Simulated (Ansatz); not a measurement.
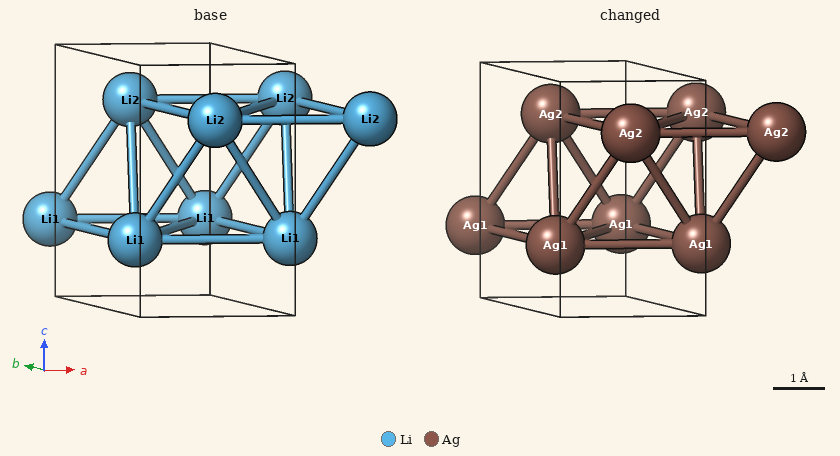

Left: a crystal of Li (set up in P6_3/mmc). Right: the same structure after one change, at the same scale. Style: ball-and-stick. Shown: the cell of the calculation, repeated 2 × 2 × 1 with one cell outlined, from a free direction.

These are results of DFT r2SCAN, scalar-relativistic, plane waves, PAW (Ansatz), not measurements. Set-up: plane-wave cutoff 500 eV; occupations gaussian; smearing width 0.1 eV; no spin polarisation. The k-mesh is chosen for each cell (18×18×8, 18×18×10).

Which change leads from the left to the right?

Every lithium atom is replaced by silver, which gives Ag. Cell and atoms are relaxed again (to zero pressure within 0.1 GPa, forces under 0.01 eV/Å).

How do the computed properties respond?

The volume per atom goes from 20.97 to 17.33 Å³. The drawn cell changes as follows: a = b 3.087 → 2.904 Å (−5.9 %), c 5.080 → 4.747 Å (−6.6 %); the volume changes by −17.3 %. The space group stays P6_3/mmc (No. 194).
